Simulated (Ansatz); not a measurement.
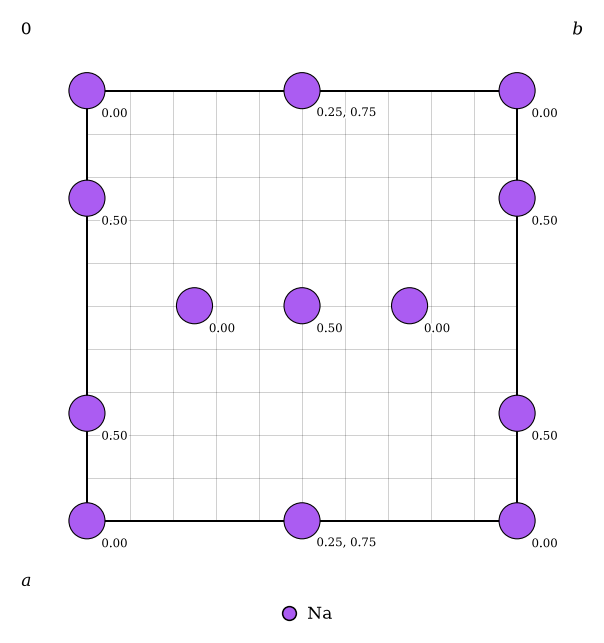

Plan of a unit cell projected along c (a down the page, b across); the numbers are heights as fractions of c, and atoms on the cell's edges are repeated. The grid marks tenths of a and b. Source: the end point of a relaxation with DFT, PBE, plane waves (420 eV) with PAW, scalar-relativistic (Ansatz); the starting structure was generated, so it need not be a known form of this composition. The drawing is computed from the coordinates (standard cell, symmetry found to 0.002 Å).

a = 6.681 Å, b = 6.681 Å, c = 6.681 Å, α = 90.00°, β = 90.00°, γ = 90.00°.

Question: What does the cell contain?

Answer: 8 Na: Na, Z = 8.

Question: Give the fractional coordinates of all atoms, to two places.

Answer:
| atom | x | y | z |
| --- | --- | --- | --- |
| Na | 0.00 | 0.00 | 0.00 |
| Na | 0.50 | 0.50 | 0.50 |
| Na | 0.25 | 0.00 | 0.50 |
| Na | 0.75 | 0.00 | 0.50 |
| Na | 0.50 | 0.25 | 0.00 |
| Na | 0.50 | 0.75 | 0.00 |
| Na | 0.00 | 0.50 | 0.25 |
| Na | 0.00 | 0.50 | 0.75 |
